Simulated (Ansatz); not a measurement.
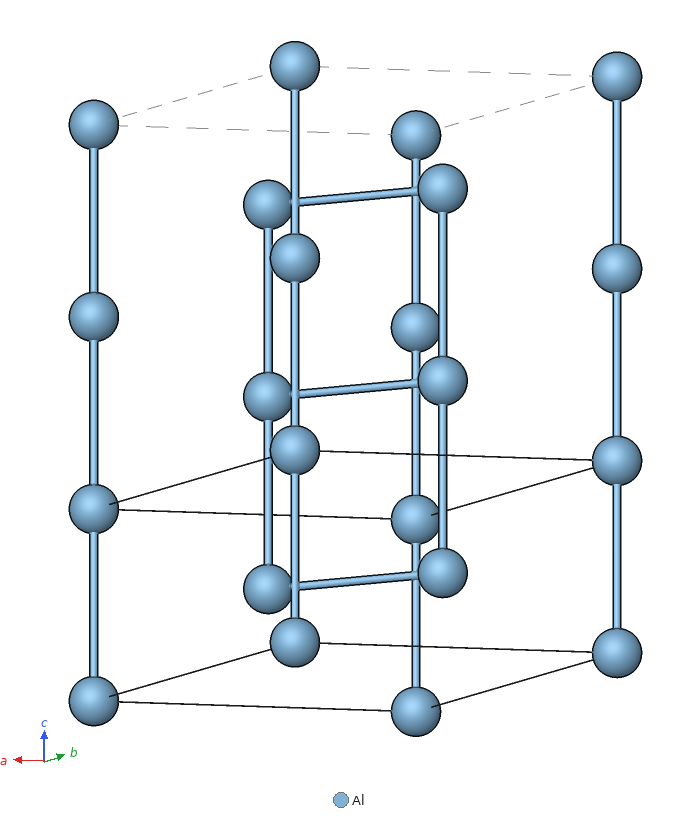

The image is a ball-and-stick drawing of a crystal, viewed from a general direction. A block of 1×1×3 cells is shown, with one conventional unit cell in solid outline.

- The element is aluminium.
- The space group is P6/mmm (No. 191); the lattice is primitive hexagonal.
- The arrangement is known as ω phase (AlB₂-like).
- The cell holds three atoms.
- Coordination numbers (contacts within bonding distance): Al 2 to 5 (mean 4.0).

Its origin is a textbook structure type filled with this element (whether it is the usual form wasn't checked). It is drawn as it came out of a relaxation with DFT r2SCAN, scalar-relativistic, plane waves, PAW in Ansatz 0.2.0.
